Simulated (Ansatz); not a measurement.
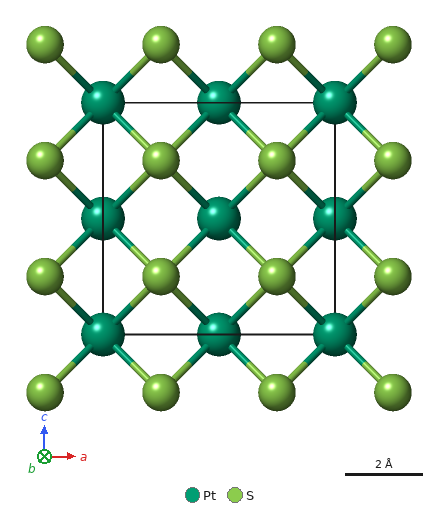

Solid PtS2 (built on the fluorite type), before the relaxation. The picture is a ball-and-stick view of the conventional cell (4 times the calculation's cell), seen along the b axis. Lengths and directions refer to the drawn axes.

Method: DFT, PBE, plane waves, PAW in Ansatz.

The input:
```yaml
crystal:
  lattice:
    - [0.0, 3.0471787415, 3.0471787415]
    - [3.0471787415, 0.0, 3.0471787415]
    - [3.0471787415, 3.0471787415, 0.0]
  atoms:
    - { symbol: Pt, position: [0.0, 0.0, 0.0] }
    - { symbol: S, position: [0.25, 0.25, 0.25] }
    - { symbol: S, position: [0.75, 0.75, 0.75] }
kpoints:
  mp_grid: { grid: [6, 6, 6] }
hamiltonian:
  xc: pbe
scf:
  occupations: { method: fermi_dirac, width: 0.02 }
relax:
  f_tol: 0.005
  cell: {}
output:
  write_density: true
  write_potential: true
  elf: true
  volumetric_format: npy
```

Launched with:
```bash
ansatz run input.yaml --threads 2 --pin off --max-ram 2211MiB --backend cpu --events-out ev --progress --plain --runs-dir out
```

Question: What does the optimiser find from here?

Answer: The atoms keep their places relative to the cell (all moves are under 0.005 Å). The drawn cell changes as follows: a = b = c 6.094 → 5.972 Å (−2.0 %); the volume changes by −5.9 %. Near-neighbour distances that change, for instance: Pt1–S2 2.639 → 2.586 Å. The space group stays Fm-3m (No. 225). Over 3 accepted moves (4 points after the start) the energy falls by 73.6 meV per cell of the calculation. All forces vanish by symmetry, so only the cell relaxes. The pressure goes from −6.65 to −0.02 GPa. At 1 point the geometry stayed and the basis and grid were re-selected for the new cell (energy shift of 0.6 meV per cell of the calculation at most each time). Cost: 5.5 s on 2 threads of AMD EPYC 7R43 64-Core Processor (Zen 3), on a shared host, peak memory 0.38 GiB.

Step by step:

```tsv
step	E − E(0), meV/atom	pressure, GPa	volume, Å³/atom	note
0	0.00	-6.65	18.863	
1	-16.76	4.57	17.164	
2	-24.61	-0.50	17.818	
3	-24.73	-0.03	17.752	
4	-24.54	-0.02	17.752	same geometry, new basis
```

The structure at the end:

```
Pt S
1.0
     0.00000    2.98613    2.98613
     2.98613    0.00000    2.98613
     2.98613    2.98613    0.00000
Pt S
1 2
Cartesian
  0.0000 0.0000 0.0000
  1.4931 1.4931 1.4931
  4.4792 4.4792 4.4792
```

After the run, drawn alike:

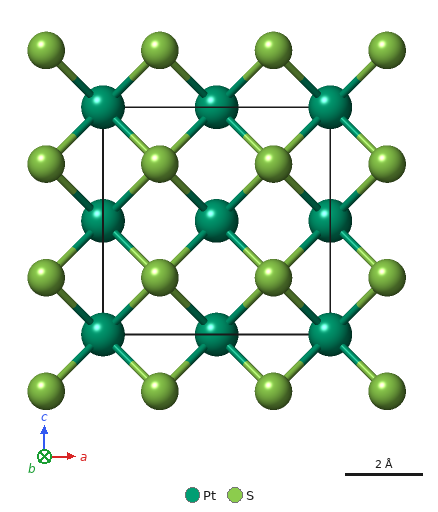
